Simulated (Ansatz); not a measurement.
Geometry relaxation, with input and output: W4HS8 (part 3 of 3)

Continued. System: W4HS8 (slab, 13 atoms in the cell). Method: DFT PBE+D3(BJ), scalar-relativistic, plane waves, PAW, spin-polarised (Ansatz 0.2.0); cutoff 420 eV, 3×3×1 k-mesh, Gaussian smearing of 0.05 eV, collinear spins. The structure derives from an entry of the Crystallography Open Database. The input holds or restrains some coordinates. Forces given for the steps count only the free coordinates. It belongs to a series of runs on one base structure; here: 1 H a cell, anchor, over a hollow S-S-S site.

Geometry of the input (Å; fractional positions):
```
6.3144  0.0000  0.0000
-3.1572  5.4684  0.0000
0.0000  0.0000  21.1453
S  0.6667  0.3333  0.3783
S  0.6667  0.8333  0.3783
S  0.1667  0.3333  0.3783
S  0.1667  0.8333  0.3783
W  0.3333  0.1667  0.4529
W  0.3333  0.6667  0.4529
W  0.8333  0.1667  0.4529
W  0.8333  0.6667  0.4529
S  0.6667  0.3333  0.5275
S  0.6667  0.8333  0.5275
S  0.1667  0.3333  0.5275
S  0.1667  0.8333  0.5275
H  0.5000  0.5000  0.5734
```

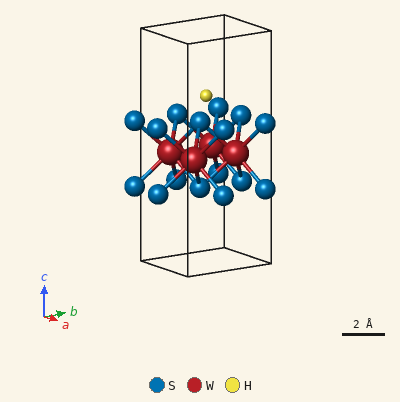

*The geometry at step 4 of the log (ball-and-stick view of the cell of the calculation, with the vacuum cut short, seen slightly off an axis; bonded neighbours outside the cell are drawn too).*

Output, continued
```
  k-point 0 ↑: bands = ["-74.6376", "-74.6222", "-74.6222", "-74.5850", "-39.1374", "-39.0922", "-39.0922", "-38.9435", "-38.8803", "-38.8744", "-38.8744", "-38.8390", "-38.8390", "-38.8284", "-38.7384", "-38.7384", "-15.6433", "-14.0873", "-13.4289", "-13.4289", "-13.4081", "-13.2061", "-13.1705", "-13.1705", "-7.9553", "-7.2723", "-7.2723", "-7.1955", "-6.1970", "-6.0286", "-6.0286", "-5.2612", "-5.2612", "-5.1436", "-4.1369", "-4.1250", "-4.1250", "-3.8657", "-3.5052", "-3.5052", "-3.0314", "-3.0314", "-2.9663", "-2.2902", "-2.2902", "-1.9836", "-1.9836", "-1.9608", "-1.7707", "-1.7027", "-1.7027", "-1.1104", "0.5215", "2.0897", "2.0897", "2.2386", "2.2579", "2.2579", "2.3167", "2.3167", "2.6385", "2.6385", "2.9999", "3.1534", "3.1534", "3.4020"]
  k-point 1 ↑: bands = ["-74.6339", "-74.6254", "-74.6222", "-74.5855", "-39.0856", "-39.0439", "-39.0165", "-38.9270", "-38.8938", "-38.8878", "-38.8822", "-38.8777", "-38.8742", "-38.8230", "-38.8173", "-38.7568", "-15.1980", "-14.1411", "-13.8778", "-13.4757", "-13.4506", "-13.3930", "-13.1729", "-13.1558", "-7.3971", "-6.7394", "-6.6806", "-6.5599", "-6.1568", "-6.0210", "-5.5119", "-5.2709", "-5.0942", "-5.0209", "-4.5417", "-4.3535", "-4.3481", "-4.1576", "-3.7889", "-3.6282", "-3.5607", "-3.0787", "-3.0647", "-2.9019", "-2.8545", "-2.8458", "-2.3338", "-2.2804", "-2.0071", "-1.5288", "-1.3440", "-1.2311", "0.0175", "1.6072", "1.7971", "1.8029", "1.8654", "1.9565", "2.0398", "2.2970", "2.6560", "2.7394", "2.8504", "2.9154", "2.9453", "3.6738"]
  k-point 2 ↑: bands = ["-74.6293", "-74.6293", "-74.6227", "-74.5858", "-39.0259", "-38.9992", "-38.9542", "-38.9515", "-38.9414", "-38.9053", "-38.9001", "-38.8996", "-38.8678", "-38.8469", "-38.8002", "-38.7975", "-14.5858", "-14.3700", "-14.3036", "-13.6570", "-13.5019", "-13.5003", "-13.1048", "-12.9780", "-7.0712", "-6.3792", "-6.2083", "-6.1045", "-6.0201", "-5.4636", "-5.4239", "-5.4082", "-5.3276", "-4.9284", "-4.7623", "-4.7420", "-4.6877", "-4.3025", "-4.2906", "-4.1915", "-4.0535", "-3.2622", "-3.0438", "-3.0060", "-2.9622", "-2.3850", "-2.2292", "-2.1911", "-1.6373", "-1.6149", "-1.6135", "-1.1187", "-0.3477", "1.1733", "1.2447", "1.2537", "1.7286", "2.0141", "2.0678", "2.0984", "2.2767", "2.2904", "2.4647", "3.2606", "3.6864", "3.8221"]
  k-point 2 ↓: bands = ["-74.6284", "-74.6284", "-74.6215", "-74.5028", "-39.0204", "-38.9965", "-38.9526", "-38.9200", "-38.9044", "-38.9010", "-38.9005", "-38.8772", "-38.8446", "-38.7679", "-38.7326", "-38.7272", "-14.5574", "-14.3542", "-14.2866", "-13.6401", "-13.4912", "-13.4817", "-13.0856", "-12.9691", "-6.9129", "-6.3419", "-6.1896", "-6.0902", "-5.9912", "-5.4306", "-5.3982", "-5.3808", "-5.3090", "-4.8885", "-4.7492", "-4.7292", "-4.6631", "-4.2845", "-4.2804", "-4.1507", "-4.0368", "-3.2415", "-3.0329", "-2.9734", "-2.9361", "-2.3165", "-2.2128", "-2.1764", "-1.6306", "-1.5743", "-1.5678", "-0.9502", "-0.0706", "1.2180", "1.2642", "1.2657", "1.8122", "2.0518", "2.1052", "2.1290", "2.2902", "2.2960", "2.4781", "3.2921", "3.7326", "3.8396"]
--- Relaxed structure (7 steps of the walk, 6 accepted, 0 SCFs on fresh bases) ---
  F+E_penalty+E_count = -48783.25267621 eV   max|allowed force component| = 2.691e-2 eV/Å
  atoms:
    - { symbol: S, position: [0.6666666666666666, 0.3333333333333333, 0.3783352624] }
    - { symbol: S, position: [0.6666666666666666, 0.8333333333333331, 0.3783352624] }
    - { symbol: S, position: [0.16666666666666669, 0.3333333333333333, 0.3783352624] }
    - { symbol: S, position: [0.16666666666666666, 0.8333333333333331, 0.3783352624] }
    - { symbol: W, position: [0.3333361383557961, 0.16667227671159235, 0.4529783075280556] }
    - { symbol: W, position: [0.33333613835579623, 0.6666638616442038, 0.4529783075280556] }
    - { symbol: W, position: [0.8333333333333334, 0.16666666666666666, 0.4528551897264449] }
    - { symbol: W, position: [0.8333277232884077, 0.6666638616442038, 0.4529783075280556] }
    - { symbol: S, position: [0.6618201913685018, 0.3381798086314981, 0.5285439646207624] }
    - { symbol: S, position: [0.6618201913685018, 0.8236403827370035, 0.5285439646207624] }
    - { symbol: S, position: [0.1763596172629963, 0.3381798086314981, 0.5285439646207624] }
    - { symbol: S, position: [0.16666666666666666, 0.8333333333333331, 0.5276940717886202] }
    - { symbol: H, position: [0.4999999999999999, 0.49999999999999994, 0.5744031961938071] }
--- Löwdin populations: 13 sites ---
  site symbol       q [e]    m [muB]
     0      S      6.1053     0.0038
     1      S      6.1053     0.0038
     2      S      6.1053     0.0038
     3      S      6.1172     0.0261
     4      W     13.5482     0.0021
     5      W     13.5482     0.0021
     6      W     13.5553     0.2010
     7      W     13.5482     0.0021
     8      S      6.0746     0.0095
     9      S      6.0746     0.0095
    10      S      6.0746     0.0095
    11      S      6.1222     0.0200
    12      H      1.0263     0.2380
  spilling = 0.009475 (of n_electrons = 105.000000)
```

File populations.tsv
```
# site	symbol	l	j	q_up	q_dn
# orbitals = lowdin
# n_electrons = 105.000000
# spilling = 0.009475
0	S	0_3S	-	0.890685	0.890283
0	S	1_3P	-	2.163869	2.160499
1	S	0_3S	-	0.890685	0.890283
1	S	1_3P	-	2.163869	2.160499
2	S	0_3S	-	0.890685	0.890283
2	S	1_3P	-	2.163869	2.160499
3	S	0_3S	-	0.890860	0.890736
3	S	1_3P	-	2.180780	2.154781
4	W	0_5S	-	0.988464	0.988369
4	W	0_6S	-	0.301989	0.302312
4	W	1_5P	-	2.998108	2.998058
4	W	2_5D	-	2.486586	2.484265
5	W	0_5S	-	0.988464	0.988369
5	W	0_6S	-	0.301989	0.302312
5	W	1_5P	-	2.998108	2.998058
5	W	2_5D	-	2.486586	2.484265
6	W	0_5S	-	0.989024	0.989017
6	W	0_6S	-	0.303373	0.299347
6	W	1_5P	-	2.997671	2.997289
6	W	2_5D	-	2.588083	2.391513
7	W	0_5S	-	0.988464	0.988369
7	W	0_6S	-	0.301989	0.302312
7	W	1_5P	-	2.998108	2.998058
7	W	2_5D	-	2.486586	2.484265
8	S	0_3S	-	0.894257	0.882068
8	S	1_3P	-	2.147777	2.150456
9	S	0_3S	-	0.894257	0.882068
9	S	1_3P	-	2.147777	2.150456
10	S	0_3S	-	0.894257	0.882068
10	S	1_3P	-	2.147777	2.150456
11	S	0_3S	-	0.890556	0.890394
11	S	1_3P	-	2.180545	2.160709
12	H	0_1S	-	0.632139	0.394179
```

Trajectory as extended XYZ (Å, eV, eV/Å), 7 frames, from step=1 to step=7
```
13
Lattice="6.3144 0.0000 0.0000 -3.1572 5.4684 0.0000 0.0000 0.0000 21.1453" Properties=species:S:1:pos:R:3:forces:R:3 step=1 energy=-48783.18845
S     3.1572    1.8228    8.0000    0.0336  -0.0194  -0.0092
S     1.5786    4.5570    8.0000    0.0000   0.0388  -0.0092
S     0.0000    1.8228    8.0000   -0.0336  -0.0194  -0.0092
S    -1.5786    4.5570    8.0000    0.0000   0.0000  -0.0325
W     1.5786    0.9114    9.5770    0.0000  -0.0619  -0.0791
W     0.0000    3.6456    9.5770   -0.0536   0.0309  -0.0791
W     4.7358    0.9114    9.5770    0.0000   0.0000  -0.7964
W     3.1572    3.6456    9.5770    0.0536   0.0309  -0.0791
S     3.1572    1.8228   11.1541   -0.5913   0.3414   0.2868
S     1.5786    4.5570   11.1541    0.0000  -0.6828   0.2868
S     0.0000    1.8228   11.1541    0.5913   0.3414   0.2868
S    -1.5786    4.5570   11.1541    0.0000   0.0000   0.0682
H     1.5786    2.7342   12.1241    0.0000   0.0000   0.1654
13
Lattice="6.3144 0.0000 0.0000 -3.1572 5.4684 0.0000 0.0000 0.0000 21.1453" Properties=species:S:1:pos:R:3:forces:R:3 step=2 energy=-48783.20458
S     3.1572    1.8228    8.0000    0.1541  -0.0890   0.0521
S     1.5786    4.5570    8.0000    0.0000   0.1779   0.0521
S     0.0000    1.8228    8.0000   -0.1541  -0.0890   0.0521
S    -1.5786    4.5570    8.0000    0.0000   0.0000  -0.2583
W     1.5786    0.9068    9.5709    0.0000   0.2287   0.2900
W    -0.0040    3.6479    9.5709    0.1981  -0.1144   0.2900
W     4.7358    0.9114    9.5916    0.0000   0.0000  -0.1104
W     3.1612    3.6479    9.5709   -0.1981  -0.1144   0.2900
S     3.0928    1.8600   11.1777    0.3443  -0.1988  -0.1054
S     1.5786    4.4826   11.1777    0.0000   0.3975  -0.1054
S     0.0644    1.8600   11.1777   -0.3443  -0.1988  -0.1054
S    -1.5786    4.5570   11.1576    0.0000   0.0000  -0.0391
H     1.5786    2.7342   12.3194    0.0000   0.0000  -0.3025
13
Lattice="6.3144 0.0000 0.0000 -3.1572 5.4684 0.0000 0.0000 0.0000 21.1453" Properties=species:S:1:pos:R:3:forces:R:3 step=3 energy=-48783.24723
S     3.1572    1.8228    8.0000    0.0720  -0.0415   0.0234
S     1.5786    4.5570    8.0000    0.0000   0.0831   0.0234
S     0.0000    1.8228    8.0000   -0.0720  -0.0415   0.0234
S    -1.5786    4.5570    8.0000    0.0000   0.0000  -0.0879
W     1.5786    0.9110    9.5767    0.0000   0.0295   0.0563
W    -0.0004    3.6458    9.5767    0.0256  -0.0148   0.0563
W     4.7358    0.9114    9.5785    0.0000   0.0000  -0.2255
W     3.1576    3.6458    9.5767   -0.0256  -0.0148   0.0563
S     3.1220    1.8432   11.1696   -0.0699   0.0404   0.0433
S     1.5786    4.5163   11.1696    0.0000  -0.0808   0.0433
S     0.0352    1.8432   11.1696    0.0699   0.0404   0.0433
S    -1.5786    4.5570   11.1578    0.0000   0.0000  -0.0068
H     1.5786    2.7342   12.2106    0.0000   0.0000  -0.0486
13
Lattice="6.3144 0.0000 0.0000 -3.1572 5.4684 0.0000 0.0000 0.0000 21.1453" Properties=species:S:1:pos:R:3:forces:R:3 step=4 energy=-48783.24904
S     3.1572    1.8228    8.0000    0.0574  -0.0331   0.0200
S     1.5786    4.5570    8.0000    0.0000   0.0662   0.0200
S     0.0000    1.8228    8.0000   -0.0574  -0.0331   0.0200
S    -1.5786    4.5570    8.0000    0.0000   0.0000  -0.0597
W     1.5786    0.9118    9.5782    0.0000   0.0017   0.0201
W     0.0004    3.6454    9.5782    0.0015  -0.0008   0.0201
W     4.7358    0.9114    9.5747    0.0000   0.0000  -0.1140
W     3.1568    3.6454    9.5782   -0.0015  -0.0008   0.0201
S     3.1203    1.8441   11.1712   -0.0402   0.0232   0.0307
S     1.5786    4.5145   11.1712    0.0000  -0.0465   0.0307
S     0.0369    1.8441   11.1712    0.0402   0.0232   0.0307
S    -1.5786    4.5570   11.1584    0.0000   0.0000  -0.0085
H     1.5786    2.7342   12.1996    0.0000   0.0000  -0.0305
13
Lattice="6.3144 0.0000 0.0000 -3.1572 5.4684 0.0000 0.0000 0.0000 21.1453" Properties=species:S:1:pos:R:3:forces:R:3 step=5 energy=-48783.25201
S     3.1572    1.8228    8.0000    0.0640  -0.0369   0.0027
S     1.5786    4.5570    8.0000    0.0000   0.0739   0.0027
S     0.0000    1.8228    8.0000   -0.0640  -0.0369   0.0027
S    -1.5786    4.5570    8.0000    0.0000   0.0000  -0.0914
W     1.5786    0.9112    9.5781    0.0000   0.0170   0.0263
W    -0.0001    3.6457    9.5781    0.0147  -0.0085   0.0263
W     4.7358    0.9114    9.5732    0.0000   0.0000   0.0496
W     3.1573    3.6457    9.5781   -0.0147  -0.0085   0.0263
S     3.1165    1.8463   11.1740   -0.0629   0.0363  -0.0064
S     1.5786    4.5100   11.1740    0.0000  -0.0726  -0.0064
S     0.0407    1.8463   11.1740    0.0629   0.0363  -0.0064
S    -1.5786    4.5570   11.1581    0.0000   0.0000   0.0051
H     1.5786    2.7342   12.1701    0.0000   0.0000  -0.0312
13
Lattice="6.3144 0.0000 0.0000 -3.1572 5.4684 0.0000 0.0000 0.0000 21.1453" Properties=species:S:1:pos:R:3:forces:R:3 step=6 energy=-48783.19038 accepted=F
S     3.1572    1.8228    8.0000    0.1308  -0.0755   0.0689
S     1.5786    4.5570    8.0000    0.0000   0.1511   0.0689
S     0.0000    1.8228    8.0000   -0.1308  -0.0755   0.0689
S    -1.5786    4.5570    8.0000    0.0000   0.0000  -0.2205
W     1.5786    0.9074    9.5760    0.0000   0.1268   0.0664
W    -0.0035    3.6476    9.5760    0.1098  -0.0634   0.0664
W     4.7358    0.9114    9.5779    0.0000   0.0000   0.1699
W     3.1607    3.6476    9.5760   -0.1098  -0.0634   0.0664
S     3.0814    1.8666   11.1933    0.3564  -0.2058  -0.2252
S     1.5786    4.4695   11.1933    0.0000   0.4115  -0.2252
S     0.0758    1.8666   11.1933   -0.3564  -0.2058  -0.2252
S    -1.5786    4.5570   11.1570    0.0000   0.0000   0.0036
H     1.5786    2.7342   11.9725    0.0000   0.0000   0.3167
13
Lattice="6.3144 0.0000 0.0000 -3.1572 5.4684 0.0000 0.0000 0.0000 21.1453" Properties=species:S:1:pos:R:3:forces:R:3 step=7 energy=-48783.25268
S     3.1572    1.8228    8.0000    0.0781  -0.0451   0.0233
S     1.5786    4.5570    8.0000    0.0000   0.0902   0.0233
S     0.0000    1.8228    8.0000   -0.0781  -0.0451   0.0233
S    -1.5786    4.5570    8.0000    0.0000   0.0000  -0.0920
W     1.5786    0.9114    9.5783    0.0000   0.0109   0.0112
W     0.0000    3.6456    9.5783    0.0094  -0.0054   0.0112
W     4.7358    0.9114    9.5757    0.0000   0.0000   0.0258
W     3.1572    3.6456    9.5783   -0.0094  -0.0054   0.0112
S     3.1113    1.8493   11.1762    0.0069  -0.0040  -0.0224
S     1.5786    4.5040   11.1762    0.0000   0.0079  -0.0224
S     0.0459    1.8493   11.1762   -0.0069  -0.0040  -0.0224
S    -1.5786    4.5570   11.1582    0.0000   0.0000   0.0031
H     1.5786    2.7342   12.1459    0.0000   0.0000   0.0269
```

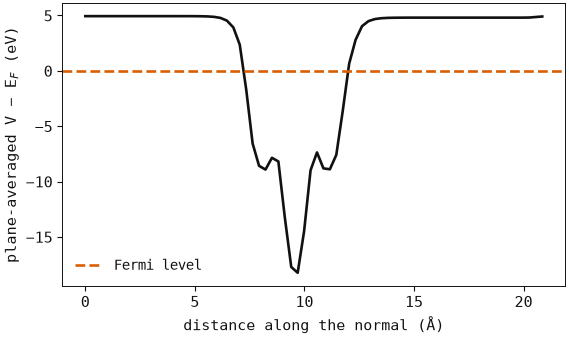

*Plane average of the electrostatic potential energy of an electron across the cell, from the Fermi level.*

The vacuum level lies 4.81 eV above the Fermi level on the upper side and 4.94 eV on the lower.

Key numbers

```tsv
quantity	value
outcome	converged under the restraints of the input
electrons treated	105
free energy	−48783.2527 eV
work function, top face	4.81 eV
work function, bottom face	4.94 eV
Fermi energy	0.052 eV
gap on the k-point mesh	none (metallic)
net moment of the cell	0.56 μB
integrated absolute moment	0.62 μB
final volume	730.14 Å³
work function (upper face)	4.81 eV
largest force (length of the vector) at the end, held atoms and coordinates included	0.093 eV/Å
wall time	32 s (CPU time 2.1 min)
peak memory	1.7 GiB
```

The electronic state found may not be the lowest one. Spin–orbit coupling is left out, which matters for W.
